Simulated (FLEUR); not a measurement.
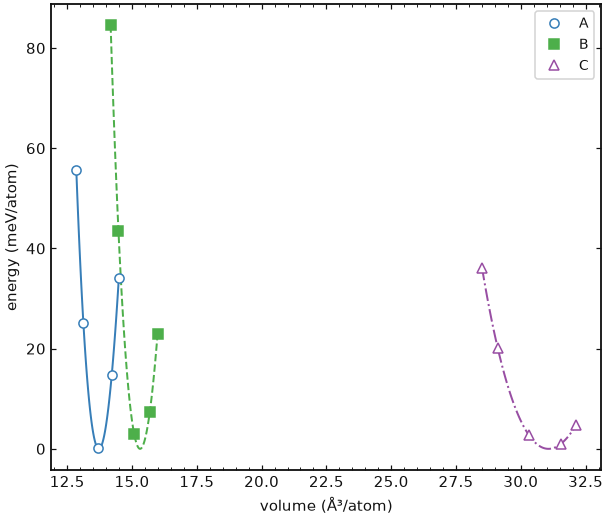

Plotted: energy against volume, with one curve for each element, for Pb, Pt and Rh (all in space group Fm-3m (No. 225)). The labels are replaced by letters.

Method: all-electron LAPW DFT, no spin polarisation; energies at scaled volumes of the given cell, shape and fractions fixed, counted from the fit's minimum, third-order Birch-Murnaghan fit (FLEUR MaX-R8.1 (later development tree)). Level: r2SCAN.

occupations Fermi–Dirac; smearing width 0.05 eV; potentials all electron.

Which letter stands for which compound?

Answer. A: Rh; B: Pt; C: Pb.

Keep in mind: spin-orbit coupling left out, heavy elements (Pt, Pb).
